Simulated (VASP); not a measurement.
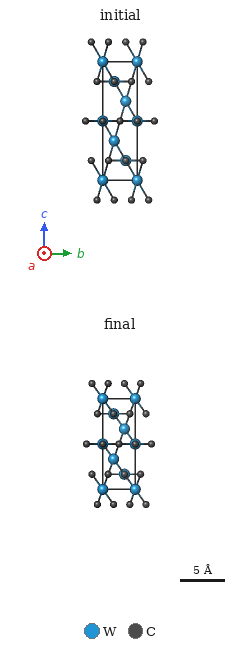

The structure of solid W$_{2}$C$_{3}$ (a generated structure, set up in R-3m) before (top) and after (bottom) a relaxation, at one scale.

The picture is a ball-and-stick view of the conventional cell (3 times the calculation's cell), seen along the a axis. Lengths and directions refer to the drawn axes.

The run lets cell and atoms move.

Theory: Kohn-Sham DFT of a periodic cell, PBE, VASP PAW PBE potentials, recommended in VASP 6.6.1.

Input
```
ALGO = Fast ; EDIFF = 1E-4
EDIFFG = -0.08 ; ENCUT = 520
GGA = PE ; IBRION = 2
ISIF = 3 ; ISMEAR = 0
LASPH = True ; LCHARG = False
LREAL = False ; LWAVE = False
NELM = 60 ; NSW = 24
PREC = Normal ; SIGMA = 0.15
```

Run as
```bash
cat potpaw_PBE.64/W_sv/POTCAR potpaw_PBE.64/C/POTCAR > POTCAR
mpirun -np 1 vasp_std > vasp.out
```

> Describe what moved and what it gained.

No atom moves by more than 0.005 Å relative to the cell. The volume changes by −32.0 %, with a = b 4.589 → 4.326 Å (−5.7 %), c 13.698 → 10.475 Å (−23.5 %). Some distances before and after: C–W 2.639 → 2.147 Å, W–W 3.497 → 3.048 Å, C–W 2.294 → 2.163 Å. Bond angles that change, for instance: C–W–C 128.5° → 119.5°. The space group stays R-3m (No. 166). The energy falls by 5.944 eV per cell of the calculation in 11 geometry steps. All forces vanish by symmetry, so only the cell relaxes. Pressure: −40.58 GPa at the start and 0.21 GPa at the end. At step 1 the optimiser overshot: the energy rose above the start, and later steps came back. The volume changes by over a tenth within one run on a fixed set of plane waves, so the end point should be relaxed again from the new cell. It ran on 1 thread of Intel(R) Xeon(R) 6975P-C (Granite Rapids) (shared host).
